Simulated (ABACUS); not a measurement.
## Single-point calculation, with input and output: CdTe (part 3 of 3)

Continued. System: CdTe (2 atoms in the cell). Method: Kohn-Sham DFT of a periodic cell, HSE-type, SG15 ONCV 1.2 PBE, no spin polarisation (ABACUS 3.10.1); cutoff 1401.39 eV, 3×3×3 k-mesh, fermi-dirac of 0.05 eV. The structure derives from an entry of the Crystallography Open Database. It belongs to a series of runs on one base structure; here: exact_exchange_share = 0.1.

Geometry of the input (Å; fractional positions):
```
0.0000  3.2050  3.2050
3.2050  0.0000  3.2050
3.2050  3.2050  0.0000
Te 0.7500  0.7500  0.7500
Cd 0.0000  0.0000  0.0000
```

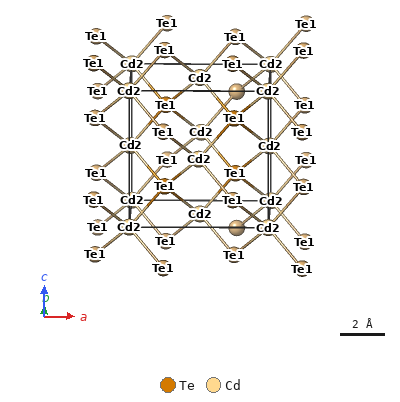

Fig. 1: The structure as given in the input (ball-and-stick view of the cell 4 times as large as that of the calculation, set on its symmetry axes, seen at an oblique angle; neighbours outside the cell are drawn fainter; atoms are numbered from 1 in the order of the input).

**What the program printed, continued**
```
----------------------------------------------------------
 E_KohnSham     -485.4098791808      -6604.3402223499
 E_KS(sigma->0) -485.4098791481      -6604.3402219050
 E_Harris       -485.4098780551      -6604.3402070343
 E_band         -55.9174571636       -760.7960350963
 E_one_elec     -303.7991310463      -4133.3992296787
 E_Hartree      155.1230871606       2110.5578767354
 E_xc           -42.4674573306       -577.7993992682
 E_Ewald        -290.6684183819      -3954.7467186424
 E_entropy(-TS) -0.0000000654        -0.0000008897
 E_descf        0.0000000000         0.0000000000
 E_exx          -3.5979595171        -48.9527506063
 E_Fermi        0.7001100906         9.5254864598
----------------------------------------------------------

 charge density convergence is achieved
 final etot is -6604.3402223 eV
 EFERMI = 9.5254864598 eV
The vacuum level is 12.319038569 eV

 STATE ENERGY(eV) AND OCCUPATIONS    NSPIN == 1
 1/4 kpoint (Cartesian) = 0.0000 0.0000 0.0000 (7799 pws)
       1       -95.4605      0.0740741
       2       -55.8463      0.0740741
       3       -55.8463      0.0740741
       4       -55.8463      0.0740741
       5       -27.2282      0.0740741
       6       -27.2282      0.0740741
       7       -27.2282      0.0740741
       8       -27.2119      0.0740741
       9       -27.2119      0.0740741
      10       -2.87198      0.0740741
      11     0.00352669      0.0740741
      12     0.00352669      0.0740741
      13     0.00352669      0.0740741
      14       0.298209      0.0740741
      15       0.298209      0.0740741
      16        8.89037      0.0740738
      17        8.89037      0.0740738
      18        8.89037      0.0740738
      19        10.1057    6.76360e-07
      20        13.9366    3.58986e-40
      21        13.9366    3.58986e-40
      22        13.9366    3.58986e-40

 2/4 kpoint (Cartesian) = 0.052002 0.052002 0.052002 (7873 pws)
       1       -95.4605       0.592593
       2       -55.8463       0.592593
       3       -55.8463       0.592593
       4       -55.8462       0.592593
       5       -27.2285       0.592593
       6       -27.2282       0.592593
       7       -27.2282       0.592593
       8       -27.2117       0.592593
       9       -27.2117       0.592593
      10       -2.53429       0.592593
      11      0.0615021       0.592593
      12      0.0615021       0.592593
      13       0.302638       0.592593
      14       0.302638       0.592593
      15       0.419504       0.592593
      16        5.05441       0.592593
      17        8.22460       0.592593
      18        8.22460       0.592593
      19        11.1880    2.14758e-15
      20        14.6105    4.02344e-45
      21        14.6105    4.02344e-45
      22        15.8951    2.79623e-56

 3/4 kpoint (Cartesian) = 0.0000 0.0000 0.10400 (7824 pws)
       1       -95.4605       0.444444
       2       -55.8462       0.444444
       3       -55.8462       0.444444
       4       -55.8462       0.444444
       5       -27.2288       0.444444
       6       -27.2281       0.444444
       7       -27.2281       0.444444
       8       -27.2117       0.444444
       9       -27.2116       0.444444
      10       -2.42635       0.444444
      11       0.140115       0.444444
      12       0.140115       0.444444
      13       0.194792       0.444444
      14       0.326476       0.444444
      15       0.524949       0.444444
      16        5.18692       0.444444
      17        7.25684       0.444444
      18        7.25684       0.444444
      19        12.0063    1.25858e-22
      20        12.6535    3.00704e-28
      21        17.0623    1.52817e-66
      22        17.1126    5.58578e-67

 4/4 kpoint (Cartesian) = 0.15601 -0.052002 -0.052002 (7860 pws)
       1       -95.4605       0.888889
       2       -55.8462       0.888889
       3       -55.8462       0.888889
       4       -55.8461       0.888889
       5       -27.2286       0.888889
       6       -27.2283       0.888889
       7       -27.2281       0.888889
       8       -27.2116       0.888889
       9       -27.2116       0.888889
      10       -2.32719       0.888889
      11       0.120815       0.888889
      12       0.141796       0.888889
      13       0.268905       0.888889
      14       0.305755       0.888889
      15       0.893603       0.888889
      16        4.43072       0.888889
      17        6.06628       0.888889
      18        7.44995       0.888889
      19        12.4008    9.42859e-26
      20        14.7127    7.82189e-46
      21        16.3821    2.47279e-60
      22        16.5797    4.74705e-62

 --------------------------------------------
 !FINAL_ETOT_IS -6604.340222349852 eV
 --------------------------------------------
```

**Standard output**
```
ABACUS v3.10.1

               Atomic-orbital Based Ab-initio Computation at UStc

 dft_functional readin is: hse
 dft_functional in pseudopot file is: PBE
 Please make sure this is what you need
 dft_functional readin is: hse
 dft_functional in pseudopot file is: PBE
 Please make sure this is what you need

%%%%%%%%%%%%%%%%%%%%%%%%%%%%%%%%%%%%%%%%%%%%%%%%%%%%%%%%%%%%%%%%%%%%%%%%%%%%%%%%%%%%%%%%%%%%%%%%%%%%%%%%%
 Warning: the number of valence electrons in pseudopotential > 6 for Te: [Kr] 4d10 5s2 5p4
 Warning: the number of valence electrons in pseudopotential > 12 for Cd: [Kr] 4d10 5s2
 Pseudopotentials with additional electrons can yield (more) accurate outcomes, but may be less efficient.
 If you're confident that your chosen pseudopotential is appropriate, you can safely ignore this warning.
%%%%%%%%%%%%%%%%%%%%%%%%%%%%%%%%%%%%%%%%%%%%%%%%%%%%%%%%%%%%%%%%%%%%%%%%%%%%%%%%%%%%%%%%%%%%%%%%%%%%%%%%%

 UNIFORM GRID DIM        : 60 * 60 * 60
 UNIFORM GRID DIM(BIG)   : 15 * 15 * 15
 ---------------------------------------------------------
 Self-consistent calculations for electrons
 ---------------------------------------------------------
 SPIN    KPOINTS         PROCESSORS  THREADS     NBASE
 1       4               1           8           44
 ---------------------------------------------------------
 Use Systematically Improvable Atomic bases
 ---------------------------------------------------------
 ELEMENT ORBITALS        NBASE       NATOM       XC
 Te      2s2p2d-8au      18          1
 Cd      3s2p2d1f-7au    26          1
 ---------------------------------------------------------
 Initial plane wave basis and FFT box
 ---------------------------------------------------------
 -------------------------------------------
 SELF-CONSISTENT :
 -------------------------------------------
 START CHARGE      : atomic
 ITER       ETOT/eV          EDIFF/eV         DRHO     TIME/s
 GE1     -6.60779121e+03   0.00000000e+00   3.0167e-02   0.46
 GE2     -6.60799949e+03  -2.08283457e-01   9.9374e-03   0.42
 GE3     -6.60800799e+03  -8.49832571e-03   3.2661e-03   0.42
 GE4     -6.60800822e+03  -2.31329861e-04   3.9276e-04   0.41
 GE5     -6.60800823e+03  -5.32125735e-06   5.8637e-05   0.41
 GE6     -6.60800823e+03  -4.73757428e-07   2.0413e-05   0.41
 GE7     -6.60800823e+03  -1.74524178e-08   1.1707e-06   0.41
 GE8     -6.60800823e+03   7.31631093e-10   1.4878e-07   0.41
 GE9     -6.60800823e+03  -1.35344018e-10   1.5065e-08   0.41
 Updating EXX and rerun SCF	2.738e+00 (s)
 ITER       ETOT/eV          EDIFF/eV         DRHO     TIME/s
 GE1     -6.60399977e+03   0.00000000e+00   1.5715e-02   0.98
 GE2     -6.60435160e+03  -3.51832403e-01   1.3408e-02   0.98
 GE3     -6.60433637e+03   1.52296897e-02   6.8186e-03   0.97
 GE4     -6.60433938e+03  -3.01365420e-03   1.5463e-03   0.98
 GE5     -6.60433990e+03  -5.15739161e-04   1.7926e-04   0.98
 GE6     -6.60433990e+03  -5.04637597e-06   1.0732e-04   0.96
 GE7     -6.60433990e+03   7.74243577e-07   2.9364e-05   0.96
 GE8     -6.60433990e+03  -9.60899220e-07   2.2831e-06   0.97
 GE9     -6.60433990e+03  -1.23976358e-06   3.9951e-07   0.96
 GE10    -6.60433990e+03   7.80210315e-07   1.4089e-07   0.97
 GE11    -6.60433990e+03   6.07577086e-07   2.0442e-08   0.96
EDIFF/eV (outer loop): 3.66832453e+00
 Updating EXX and rerun SCF	2.749e+00 (s)
 ITER       ETOT/eV          EDIFF/eV         DRHO     TIME/s
 GE1     -6.60434022e+03   0.00000000e+00   1.3727e-04   0.98
 GE2     -6.60434022e+03  -3.94729283e-06   2.1444e-05   0.99
 GE3     -6.60434022e+03   5.59385335e-07   6.2040e-06   0.99
 GE4     -6.60434022e+03   7.08713097e-07   1.3037e-06   0.98
 GE5     -6.60434022e+03   4.49407879e-07   3.9113e-07   0.97
 GE6     -6.60434022e+03   9.07971975e-07   9.3944e-08   0.96
EDIFF/eV (outer loop): 3.17877011e-04
 Updating EXX and rerun SCF	2.718e+00 (s)
 ITER       ETOT/eV          EDIFF/eV         DRHO     TIME/s
 GE1     -6.60434022e+03   0.00000000e+00   7.6105e-06   0.98
 GE2     -6.60434022e+03   9.20674204e-07   1.1221e-06   0.97
 GE3     -6.60434022e+03  -2.86834191e-07   3.0918e-07   0.98
 GE4     -6.60434022e+03  -5.44971584e-07   1.9328e-07   0.97
 GE5     -6.60434022e+03   1.18073658e-06   4.3948e-08   0.97
EDIFF/eV (outer loop): 1.23724773e-06
```

**Results in brief**

```tsv
quantity	value
outcome	converged
space group (tolerance 0.01 Å)	F-43m (216)
electrons treated	36
free energy	−6604.3402 eV
Fermi energy	9.525 eV
gap on the k-point mesh	1.22 eV
wall time	1.8 min (CPU time 11 min)
peak memory	8.8 GiB
```

Points of doubt noted for this run: home made orbitals; small basis gap.
